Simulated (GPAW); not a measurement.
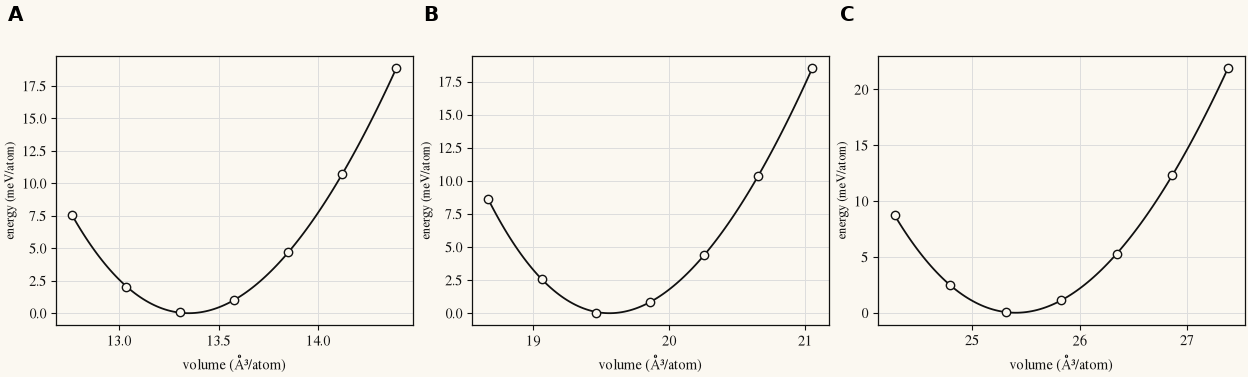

Each panel shows the energy against volume for one of these solids: BaF₂, Fm-3m (No. 225); CaF₂, Fm-3m (No. 225); CaSe, Fm-3m (No. 225).

How it was computed, with GPAW 26.7.0: PAW DFT in plane waves, on a grid or in atomic orbitals, no spin polarisation; energies at scaled volumes of the given cell, shape and fractions fixed, counted from the fit's minimum, third-order Birch-Murnaghan fit. Level: PBEsol.

Which panel belongs to which solid?

Answer. A is CaF₂ (energy from 0.09 meV/atom to 18.88 meV/atom, V0 13.35 Å³/atom, B0 86 GPa); B is BaF₂ (energy from 0.03 meV/atom to 18.52 meV/atom, V0 19.56 Å³/atom, B0 61.3 GPa); C is CaSe (energy from 0.06 meV/atom to 21.92 meV/atom, V0 25.41 Å³/atom, B0 51.9 GPa).
